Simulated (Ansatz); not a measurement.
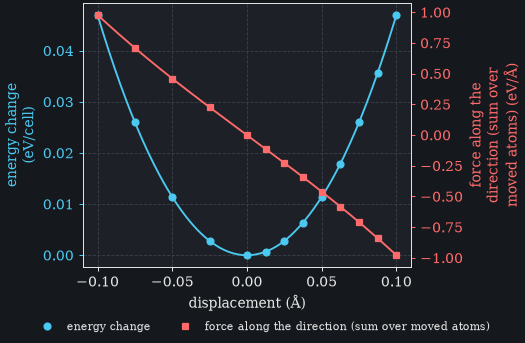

How it was computed, with Ansatz 0.2.0: all atoms of one element of a crystal moved along a line, all else fixed, by plane-wave density functional theory with PAW datasets, free energies less that of the undisturbed cell; scalar-relativistic. Level: PBE, no spin polarisation.

wave cutoff 420 eV; k mesh 18×18×18; occupations Gaussian; smearing width 0.15 eV; k shift (0, 0, 0) (mesh steps); start as given; moved element N; direction (0, 0, −1) (Cartesian unit vector).

The given structure:
```yaml
crystal:
  lattice:
    - [0.00000, 2.17900, 2.17900]
    - [2.17900, 0.00000, 2.17900]
    - [2.17900, 2.17900, 0.00000]
  atoms:
    - { symbol: Ta, position: [0.50000, 0.50000, 0.50000] }
    - { symbol: N, position: [0.00000, 0.00000, 0.00000] }
```

**Figure.** Energy change and force along the direction (sum over moved atoms) against displacement for TaN, space group Fm-3m (No. 225).

The points at displacement −0.075, −0.025, 0.05 and 0.1 follow from computed ones by symmetry.

The energy rises on both sides of the starting structure, which is therefore a minimum along this path. The energy change is 0.0470 eV/cell at displacement −0.1000 Å and 0.0470 eV/cell at 0.1000 Å; the lowest computed point is at displacement 0.0000 Å (0.0000 eV/cell). The force along the direction (sum over moved atoms) falls from 0.98 eV/Å at displacement −0.1000 Å to −0.98 eV/Å at 0.1000 Å, and changes sign near 0.000 Å. The harmonic force constant k (E = k x²/2 near the start) is 9.01 eV/Å².

Limits of the calculation: reference crystal is not relaxed.
